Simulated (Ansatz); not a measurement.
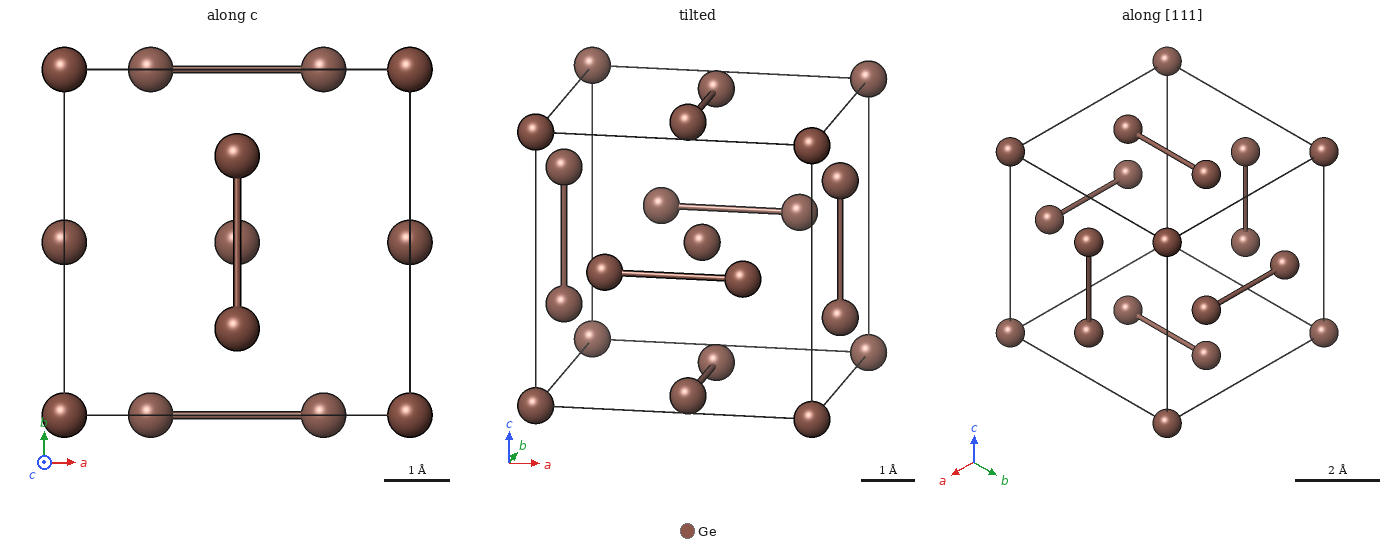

Figure: ball-and-stick view along the c axis, slightly off an axis and along [111]. The conventional unit cell is outlined; an atom on or near a face, edge or corner is repeated at each equivalent position.

**Determine the atoms per cell.**

8 (germanium), counting shared atoms by their share.

**Identify the Bravais lattice.**

Primitive cubic.

**What space-group symmetry does the structure have?**

Pm-3n (No. 223), with Ge on 2a and Ge on 6c.

**Which prototype does it follow?**

Β-tungsten (A15) type.

Starting structure: a textbook structure type filled with this element (whether it is the usual form wasn't checked). What is shown is the relaxed result from Ansatz 0.2.0, DFT PBEsol, scalar-relativistic, plane waves, PAW.
